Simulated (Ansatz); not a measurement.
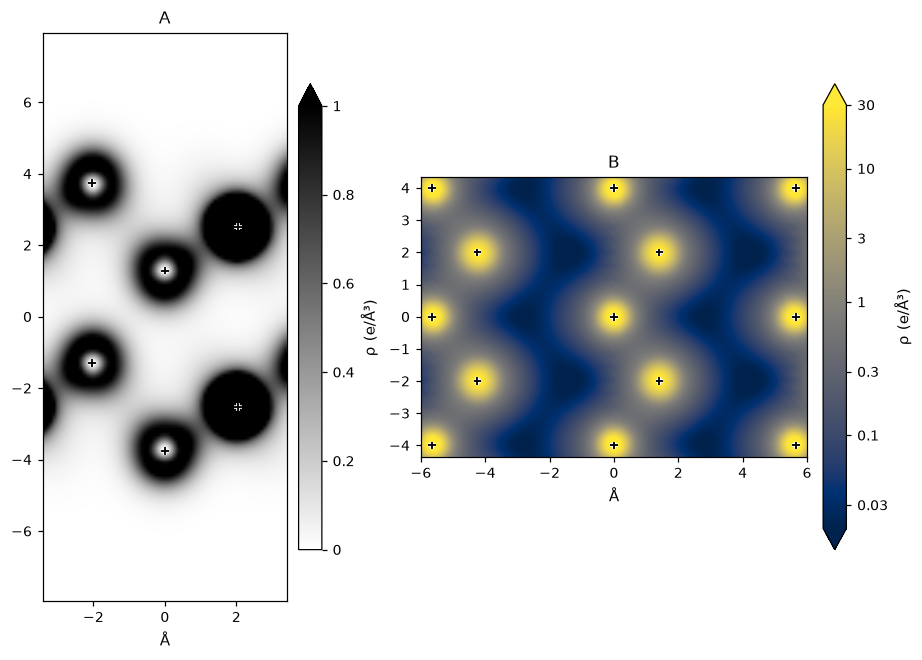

The valence charge density (pseudo) of 2 systems, each on a plane through atoms (crosses mark nuclei in the plane).

These are results of DFT LDA, scalar-relativistic, plane waves, PAW (Ansatz), not measurements.

System 1: PtS₂, the (110) plane of the calculation cell, a cut from vacuum to vacuum. 

```
CELL_PARAMETERS angstrom
3.54300 0.00000 0.00000
-1.77150 3.06833 0.00000
0.00000 0.00000 38.80000
ATOMIC_POSITIONS crystal
S 0.66667 0.33333 0.23196
Pt 0.00000 0.00000 0.26366
S 0.33333 0.66667 0.29536
S 0.66667 0.33333 0.36186
Pt 0.00000 0.00000 0.39356
S 0.33333 0.66667 0.42526
```

System 2: GaAs, the (011) plane of the conventional cell. Space group F-43m; a generated structure, not necessarily the stable one.

**Match each panel to its system.**

Panel A is system 1, PtS₂: the plane holds S and Pt. Pt–S (2.39 Å): the density is about 0.67 e/Å³ at the midpoint. Panel B is system 2, GaAs: the plane holds Ga and As. Ga–As (2.45 Å): ρ is about 0.49 e/Å³ halfway.
